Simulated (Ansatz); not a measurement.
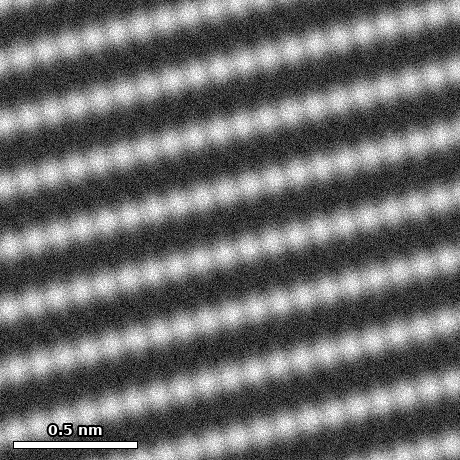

HRTEM-like image of Li (P6_3/mmc, No. 194) along [310]. Simulated in the weak-phase-object approximation with neutral-atom potentials: 200 kV, Cs = −20 µm, defocus +85 Å (negative is underfocus), defocus spread 15 Å, aperture 1.14 1/Å. Shot noise was added. Atomic positions: coordinates from a relaxation at fixed volume with Ansatz, DFT HSE06, scalar-relativistic, plane waves, PAW; the starting structure was generated, so it need not be a known form of this composition.

Q: Do the atom columns appear dark or bright, and why?

A: Bright. With negative Cs and overfocus sin χ is positive over the pass band, so the strongest columns (Li) come out brighter than the background.

Q: What point resolution do these settings give, and which lattice spacings pass?

A: About 0.9 Å (0.66 |Cs|^(1/4) λ^(3/4) with λ = 0.0251 Å). The spacings that carry visible contrast are {002} at 2.47 Å, {004} at 1.23 Å, {210} at 1.01 Å, {211} at 0.99 Å.
